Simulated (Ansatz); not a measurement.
# Cl: what the fields show

Input

```
crystal:
  lattice:
    - [3.145, -2.25, 0.0]
    - [3.145, 2.25, 0.0]
    - [0.0, 0.0, 8.21]
  atoms:
    - { symbol: Cl, position: [0.386781, 0.628877, 0.400161] }
    - { symbol: Cl, position: [0.121346, 0.881678, 0.901593] }
    - { symbol: Cl, position: [0.62675, 0.367592, 0.601349] }
    - { symbol: Cl, position: [0.868194, 0.13529, 0.098594] }
hamiltonian:
  xc: pbesol
  pseudopotentials: { kind: paw }
kpoints:
  mp_grid: { grid: [7, 7, 4] }
scf:
  occupations: { method: fermi_dirac, width: 0.05 }
output:
  forces: true
  stress: true
  eigenvalues: true
  write_density: true
  write_potential: true
  elf: true
  volumetric_format: npy
```

Launched as:

```sh
ansatz run input.yaml --threads 2 --pin off --max-ram 5632MiB --backend cpu --events-out ev --progress --plain --runs-dir out
```

Below, planes, directions and counts refer to the conventional cell (a = 3.87 Å, b = 3.87 Å, c = 8.21 Å, α = 90.00°, β = 90.00°, γ = 108.84°).

Space group P1; changed on purpose from its base cell (atoms moved at random by about 0.05 A); not relaxed (largest force 0.5 eV/Å).

Method: Kohn-Sham DFT of a periodic cell, PBEsol, Ansatz PAW (Ansatz 0.2.0).

Core electrons are frozen (PAW), and the valence fields are smoothed inside the atomic spheres.

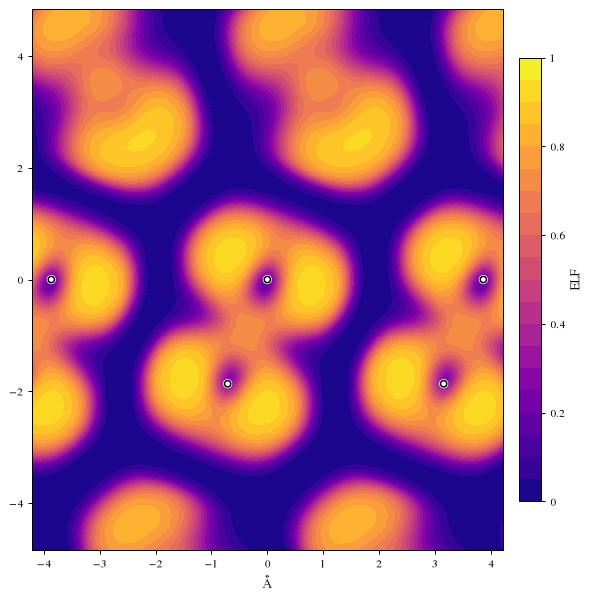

Figure 1. Electron localisation function on the (101) plane of the conventional cell. Circles mark the nuclei in the plane (Cl).

### What does the map show?

Atoms in the plane: Cl.
Atoms just off the plane (Cl, 0.6 Å away) can leave unmarked features too.
Cl–Cl (2.00 Å): the ELF peaks at about 0.75 between the atoms.
The ELF also peaks beside Cl, away from the bonds: lone-pair regions.

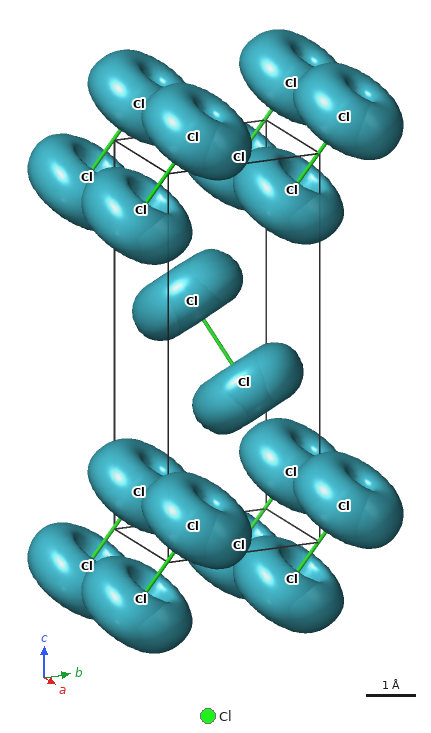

Figure 2. Isosurface of the ELF at 0.8 (cyan), seen slightly off an axis. Core shells and regions of very low density are left out. Sticks mark near contacts.

### What do the ELF domains correspond to?

At this value the surface marks out four regions wrapped around Cl (the valence shell of each), counted in one cell of 4 atoms. Any copies at cell faces, edges or corners count once. Along the contacts the grid gives the following. Cl–Cl (1.98 Å): the ELF peaks at about 0.75 between the atoms; a covalent bond.

### Does the calculation give a band gap?

It is gapped, with a Kohn–Sham gap of 2.6 eV on the k-point mesh, an upper bound to the gap of this method.
